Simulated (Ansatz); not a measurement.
SiNi (slab)

Input file:

```
crystal:
  lattice:
    - [5.0878282939, 0.0, 0.0]
    - [0.0, 5.5278301779, 0.0]
    - [0.0, 0.0, 25.0733144842]
  atoms:
    - { symbol: Si, position: [0.8214276659, 0.5865554857, 0.2991227987] }
    - { symbol: Si, position: [0.3214276659, 0.9134445143, 0.2991227987] }
    - { symbol: Ni, position: [0.9906992723, 0.1873863645, 0.2991227987] }
    - { symbol: Ni, position: [0.4906992723, 0.3126136355, 0.2991227987] }
    - { symbol: Si, position: [0.6785723341, 0.0865554857, 0.3660818658] }
    - { symbol: Si, position: [0.1785723341, 0.4134445143, 0.3660818658] }
    - { symbol: Ni, position: [0.5093007277, 0.6873863645, 0.3660818658] }
    - { symbol: Ni, position: [0.0093007277, 0.8126136355, 0.3660818658] }
    - { symbol: Si, position: [0.8214276659, 0.5865554857, 0.4330409329] }
    - { symbol: Si, position: [0.3214276659, 0.9134445143, 0.4330409329] }
    - { symbol: Ni, position: [0.9906992723, 0.1873863645, 0.4330409329] }
    - { symbol: Ni, position: [0.4906992723, 0.3126136355, 0.4330409329] }
    - { symbol: Si, position: [0.6785723341, 0.0865554857, 0.5] }
    - { symbol: Si, position: [0.1785723341, 0.4134445143, 0.5] }
    - { symbol: Ni, position: [0.5093007277, 0.6873863645, 0.5] }
    - { symbol: Ni, position: [0.0093007277, 0.8126136355, 0.5] }
    - { symbol: Si, position: [0.8214276659, 0.5865554857, 0.5669590671] }
    - { symbol: Si, position: [0.3214276659, 0.9134445143, 0.5669590671] }
    - { symbol: Ni, position: [0.9906992723, 0.1873863645, 0.5669590671] }
    - { symbol: Ni, position: [0.4906992723, 0.3126136355, 0.5669590671] }
    - { symbol: Si, position: [0.6785723341, 0.0865554857, 0.6339181342] }
    - { symbol: Si, position: [0.1785723341, 0.4134445143, 0.6339181342] }
    - { symbol: Ni, position: [0.5093007277, 0.6873863645, 0.6339181342] }
    - { symbol: Ni, position: [0.0093007277, 0.8126136355, 0.6339181342] }
    - { symbol: Si, position: [0.8214276659, 0.5865554857, 0.7008772013] }
    - { symbol: Si, position: [0.3214276659, 0.9134445143, 0.7008772013] }
    - { symbol: Ni, position: [0.9906992723, 0.1873863645, 0.7008772013] }
    - { symbol: Ni, position: [0.4906992723, 0.3126136355, 0.7008772013] }
basis:
  ecutwfc: 420
kpoints:
  mp_grid: { grid: [7, 6, 1] }
hamiltonian:
  xc: pbesol
scf:
  occupations: { method: gaussian, width: 0.1 }
output:
  forces: true
  stress: true
  eigenvalues: true
  write_density: true
  write_potential: true
  elf: true
  volumetric_format: npy
efield:
  axis: 3
  dipole_correction: true
  ramp_width: 0.04
```

Launched as:

```sh
ansatz run input.yaml --threads 4 --pin off --max-ram 10240MiB --backend cpu --events-out ev --progress --plain --runs-dir out
```

Not relaxed (largest force 0.9 eV/Å); computed without spin polarisation.

All numbers below come from DFT PBEsol, scalar-relativistic, plane waves, PAW in Ansatz 0.2.0.

Question: Predict the valence pseudo-density and electron localisation function between the atoms.

Answer: Si–Ni (2.26 Å): the density is about 0.51 e/Å³ at the midpoint; the ELF peaks at about 0.75 in the valence shell of Si, 0.8 Å from its nucleus, and is about 0.50 at the midpoint.

Question: Metal or insulator at this level of theory?

Answer: It is metallic or semimetallic at this level of theory: no gap opens.

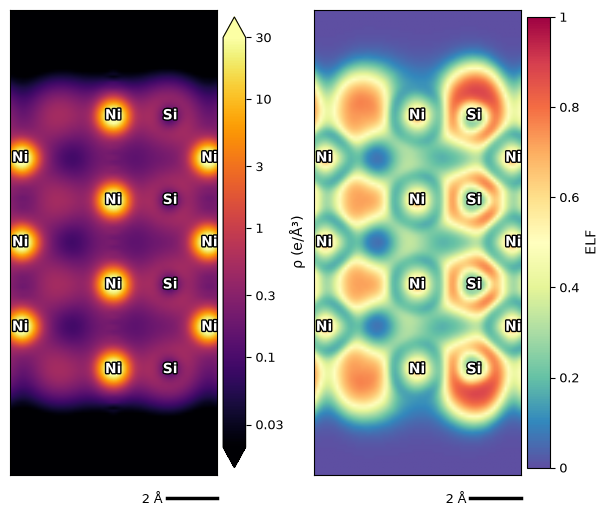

Computed valence pseudo-density and electron localisation function on the (110) plane of the calculation cell, a cut from vacuum to vacuum, in this order. Atoms just off the plane (Si, 0.9 Å away) can leave unmarked features too.
